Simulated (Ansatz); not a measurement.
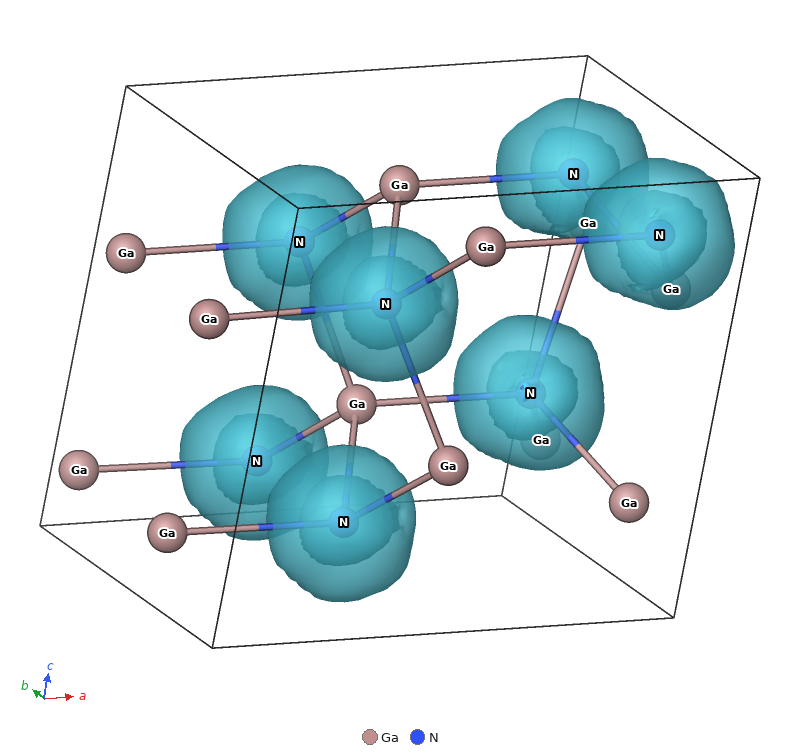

Figure. Ga8N7 (cell with a defect). Isosurface of the electron localisation function at 0.75 (cyan), seen slightly off an axis. Core shells and regions of very low density are left out. Sticks mark near contacts.

The program warned that a starting moment wasn't kept; spin-polarised, but the moments vanished.

Computed with Ansatz, DFT PBE, scalar-relativistic, plane waves, PAW.

In a PAW calculation such maps are meaningful between the atoms, not at the nuclei.

### Identify the bonds, lone pairs and shells in this picture.

The surface consists of seven regions wrapped around N (the valence shell of each), counted in one cell of 15 atoms. Regions shared between cells count once. Profiles from the grid: Ga–N (1.96 Å): the ELF peaks at about 0.85 in the valence shell of N, 0.7 Å from its nucleus, and is about 0.45 at the midpoint. Ga–N (2.01 Å): the ELF peaks at about 0.85 in the valence shell of N, 0.7 Å from its nucleus, and is about 0.45 at the midpoint.
